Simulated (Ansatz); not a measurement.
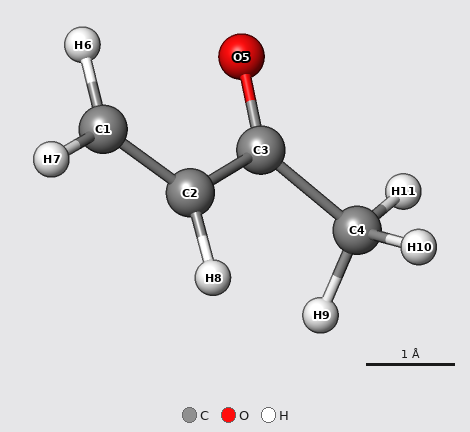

The input geometry of run A (ball-and-stick view, seen at a tilt; atoms are numbered from 1 in the order of the input). Bond lengths as drawn: C–C 1.33 to 1.50 Å, C–H 1.08 to 1.09 Å and C–O 1.21 Å.

**What a change does: single-point calculation on C4H6O**

System: C4H6O.
Method of run A: RKS wB97M-V/def2-TZVPP (Ansatz 0.2.0).

The geometry comes from this level: PBE0-D4/def2-TZVPP. Text and figures count atoms from 1; the logs count them from 0 in places.

The input, run A:
```yaml
crystal:
  periodic: [false, false, false]
  atoms:
    - { symbol: C, position_ang: [1.9406519, 0.46095246, 0.18116578] }
    - { symbol: C, position_ang: [0.82622556, 0.42462798, -0.53829131] }
    - { symbol: C, position_ang: [-0.43921423, -0.12439097, 0.0242782] }
    - { symbol: C, position_ang: [-1.62940743, -0.10530699, -0.89327067] }
    - { symbol: O, position_ang: [-0.50261461, -0.55833935, 1.15081137] }
    - { symbol: H, position_ang: [1.93598863, 0.08513531, 1.19832934] }
    - { symbol: H, position_ang: [2.86640459, 0.85754205, -0.21626282] }
    - { symbol: H, position_ang: [0.8046464, 0.79463963, -1.5585047] }
    - { symbol: H, position_ang: [-1.41077336, -0.67653483, -1.79983963] }
    - { symbol: H, position_ang: [-1.83950345, 0.91984159, -1.21086699] }
    - { symbol: H, position_ang: [-2.49896399, -0.52373689, -0.39234857] }
basis:
  gaussian: { orbitals: def2-TZVPP }
hamiltonian:
  xc: { name: wB97M-V }
```

Launched with:
```bash
ansatz run input.yaml --threads 4 --pin off --max-ram 10240MiB --backend cpu --events-out ev --progress --plain --runs-dir out
```

Hardware: 4 threads of Arm Neoverse N1, 98 GiB of memory available, shared host.

Output (run A):
```
Engine: ansatz 0.2.0, aarch64-unknown-linux-gnu
Functional definition: wB97M-V
  parameter omega = 0.3/bohr
  parameter cx = 0.15
  parameter cx01 = 1.007
  parameter cx10 = 0.259
  parameter css00 = 0.443
  parameter css04 = -1.437
  parameter css10 = -4.535
  parameter css20 = -3.390
  parameter css43 = 4.278
  parameter cos00 = 1.000
  parameter cos10 = 1.358
  parameter cos20 = 2.924
  parameter cos21 = -8.812
  parameter cos60 = -1.390
  parameter cos61 = 9.142
  parameter b = 6.0
  parameter c = 0.01
  gx(w, u) = 1 - cx + cx01*u + cx10*w
  gss(w, u) = css00 + css04*u^4 + css10*w + css20*w^2 + css43*w^4*u^3
  gos(w, u) = cos00 + cos10*w + (cos20 + cos21*u)*w^2 + (cos60 + cos61*u)*w^6
  exchange = spin_sum(e_x_unif_sr(omega)*gx(b97_w, b97_u_x)) + cx*exact_x_sr(omega) + exact_x_lr(omega)
  correlation = spin_sum(e_c_pw_mod_same_spin*gss(b97_w, b97_u_same))
      + integral(e_c_pw_mod_opposite_spin*gos(b97_w_opposite, b97_u_opposite)) + vv10(b, c)
1225 factors; their error is unknown
309 factors; integrals over basis functions are off by at most 9.8e-6 eV
mean field evaluation 1: about -6286.4547 eV, gradient 5.3e1 eV
mean field evaluation 2: about -6287.6633 eV, gradient 5.2e1 eV
mean field evaluation 4: about -6292.0039 eV, gradient 2.1e0 eV
mean field evaluation 8: about -6292.0269 eV, gradient 6.5e-2 eV
mean field evaluation 16: about -6292.0121 eV, gradient 1.4e-4 eV
mean field -6292.01208474 eV, -231.2271792354 hartree, gradient 1.5e-5 eV, S^2 0.000000; 0 other end points of the search recorded, 0 dependent functions left out
reference -6292.01213064 eV, -231.2271809222 hartree; 19, 19 occupied and 220, 220 virtual orbitals, 1225 factors
Total energy: -6292.01213064 eV, -231.2271809222 hartree
```

The input of run B differs as follows (lines with − go, lines with + come):
```diff
-  xc: { name: wB97M-V }
+  xc: lda
```

Predict how the results change.

The total energies belong to different methods, so their difference says nothing on which is more stable or more accurate. The functional changes from wB97M-V to LDA.

Output (run B):
```
Engine: ansatz 0.2.0, aarch64-unknown-linux-gnu
Functional definition: SPW92
  exchange = slater_x
  correlation = pw_c
1225 factors; their error is unknown
mean field evaluation 1: about -6225.8084 eV, gradient 8.1e1 eV
mean field evaluation 2: about -6209.7255 eV, gradient 1.1e2 eV
mean field evaluation 4: about -6239.6985 eV, gradient 1.6e1 eV
mean field evaluation 8: about -6240.2044 eV, gradient 3.0e-1 eV
mean field evaluation 16: about -6240.1755 eV, gradient 6.3e-4 eV
mean field -6240.17552711 eV, -229.3222208783 hartree, gradient 8.5e-5 eV, S^2 0.000000; 0 other end points of the search recorded, 0 dependent functions left out
reference -6240.17556389 eV, -229.3222222299 hartree; 19, 19 occupied and 220, 220 virtual orbitals, 1225 factors
Total energy: -6240.17556389 eV, -229.3222222299 hartree
```

The two runs side by side:

| quantity | run A | run B |
| --- | --- | --- |
| outcome | converged | converged |
| total energy (hartree) | −231.227181 | −229.322222 |
| basis functions | 239 | 239 |
| wall time (shared host) | 10 s | 1.7 s |
